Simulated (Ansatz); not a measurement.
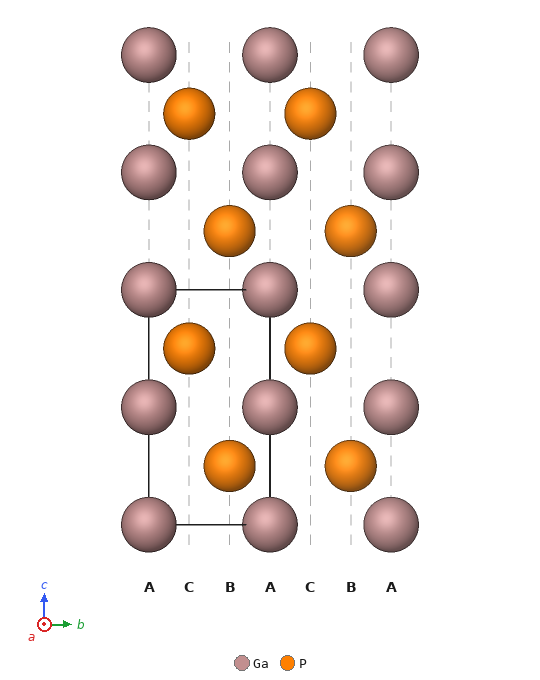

The picture looks along a close-packed row of the hexagonal mesh; c points upwards. The dashed lines mark the three columns A (0, 0), B (1/3, 2/3) and C (2/3, 1/3). The sequence starts with the first layer at or above the cell's origin.

System GaP (space group P6_3/mmc, No. 194); source of the atomic positions: the end point of a relaxation with Ansatz, DFT, r2SCAN+rVV10, plane waves, PAW; the starting structure was generated, so it need not be a known form of this composition.

Give the sequence of layers in one repeat, with element and column.

Ga(A) – P(B) – Ga(A) – P(C) (four layers in 6.02 Å).

How are the P layers alone stacked?

P layers alone: BC, the hexagonal close-packed type.

Which positions between or in the P layers do the other atoms fill?

Ga: two octahedral sites in each hexagonal cell.
